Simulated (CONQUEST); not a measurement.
**A series of single points on Ge**

System: Ge (4 atoms in the cell).
Method: Kohn-Sham DFT of a periodic cell, PBEsol, PseudoDojo NC PBEsol, no spin polarisation (CONQUEST 1.3).

The 7 runs differ only in the geometry, by an even scaling of the cell at fixed fractional positions. The structure derives from a Materials Project entry.

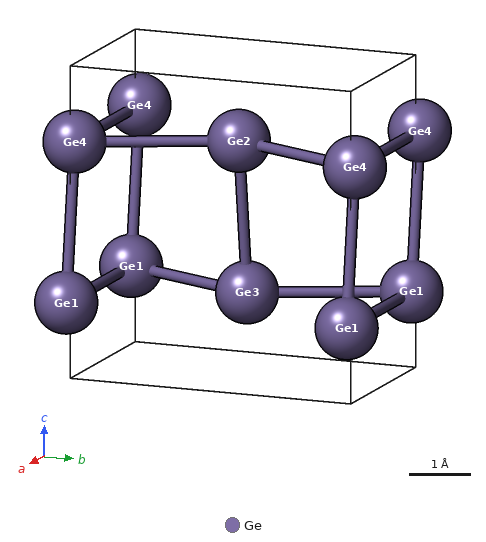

Figure 1. The structure of run 4 (ball-and-stick view of the cell of the calculation, seen slightly off an axis; atoms are numbered from 1 in the order of the input). An atom can appear more than once, as a periodic image.

**Input of run 4**
```
IO.Title Ge
IO.Coordinates coords.dat
IO.FractionalAtomicCoords T
IO.Iprint 2
IO.Iprint_init 1
General.NumberOfSpecies 1
General.PseudopotentialType hamann
AtomMove.TypeOfRun static
AtomMove.FullStress T
Grid.PointsAlongX 32
Grid.PointsAlongY 48
Grid.PointsAlongZ 60
DM.SolutionMethod diagon
Diag.MPMesh T
Diag.GammaCentred T
Diag.MPMeshX 9
Diag.MPMeshY 6
Diag.MPMeshZ 5
Diag.kT 0.00183747
minE.SCTolerance 1e-6
SC.MaxIters 100
IO.AtomChargeOutput T
%block ChemicalSpeciesLabel
1 72.610 Ge
%endblock
```

Command:
```bash
OMP_NUM_THREADS=1 Conquest
```

Lattice vectors (Å) and fractional positions of run 4:
```
   2.873894    0.000000    0.000000
   0.000000    4.991796    0.000000
   0.000000    0.000000    5.301726
Ge  0.064057  0.000000  0.250000
Ge  0.564057  0.500000  0.750000
Ge  0.435943  0.500000  0.250000
Ge  0.935943  0.000000  0.750000
```

Run 3 has the same physical settings and fractional positions; its lattice vectors (Å) are:
```
   2.854606    0.000000    0.000000
   0.000000    4.958293    0.000000
   0.000000    0.000000    5.266143
```

**Results, with one run withheld**

| run | volume per atom (Å³) | free energy per atom, from the lowest run given (meV) | pressure (GPa) |
| --- | --- | --- | --- |
| 1 | 17.874 | 13.25 | 4.68 |
| 2 | 18.254 | 4.54 | 2.69 |
| 3 | 18.634 | ? | ? |
| 4 | 19.014 | 0.00 | −0.58 |
| 5 | 19.395 | 3.15 | −1.99 |
| 6 | 19.775 | 9.50 | −3.25 |
| 7 | 20.155 | 18.79 | −4.53 |

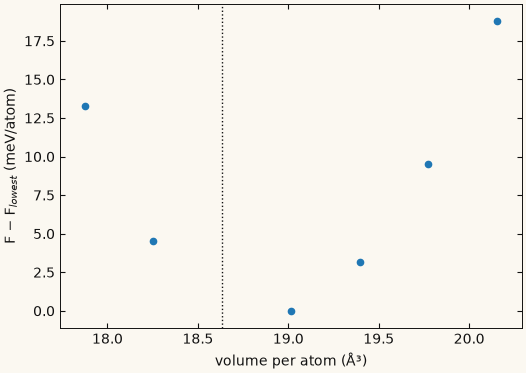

Figure 2. Free energy per atom of the runs given; the dotted line marks run 3.

Fit the runs given and predict run 3.

A cubic polynomial in V^(−2/3) (the Birch–Murnaghan form), fitted to the 6 runs given, misses them by at most 0.05 meV per atom. With x = V^(−2/3) − 0.14020 Å⁻², it reads F = 0.10623 − 972.49 x + 5.1172e+05 x² + 5.5243e+05 x³ (meV per atom). At run 3 it gives 0.30 meV per atom, and the run itself gives 0.31. The slope of the fit gives a pressure −dF/dV of 0.94 GPa there, and the run prints 0.84 GPa. The two needn't agree exactly: the fit is approximate, and the printed stress is taken on a finite basis. The fit has its minimum at 18.858 Å³ per atom, where V d²F/dV² gives 77.2 GPa. Cell shape and fractional positions are held, so this is the stiffness under even scaling; the relaxed bulk modulus wasn't computed.

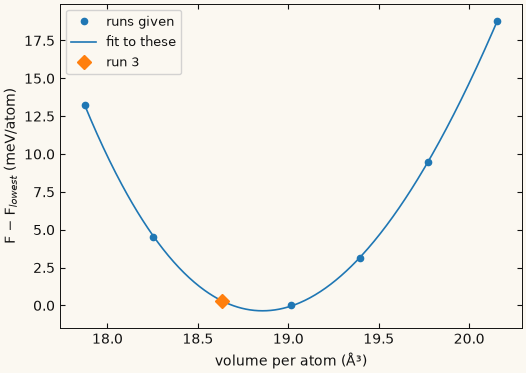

Figure 3. The fit and the withheld run.

**Some lines of the output (run 3)**
```
[...]
      Using Fermi-Dirac smearing
          Free Energy (E-TS)               :      -356.736961210715663 Ha
          DFT Total Energy                 :      -356.724247816188210 Ha
          Free Energy (E-TS)               :      -356.728910370049448 Ha
          DFT Total Energy                 :      -356.727199887918005 Ha
          Free Energy (E-TS)               :      -356.727987233496322 Ha
          DFT Total Energy                 :      -356.727531336935499 Ha
          Free Energy (E-TS)               :      -356.727988702815594 Ha
          DFT Total Energy                 :      -356.727531020574190 Ha
          Free Energy (E-TS)               :      -356.727988854896296 Ha
          DFT Total Energy                 :      -356.727531313393854 Ha
      | Free Energy as E-TS      =      -356.727988854896296 Ha
      |* DFT total energy        =      -356.727531313393854 Ha
    force: Average pressure:      0.84427214 GPa
```

Notes: With a small basis of atomic orbitals these values can differ much from converged plane-wave results.
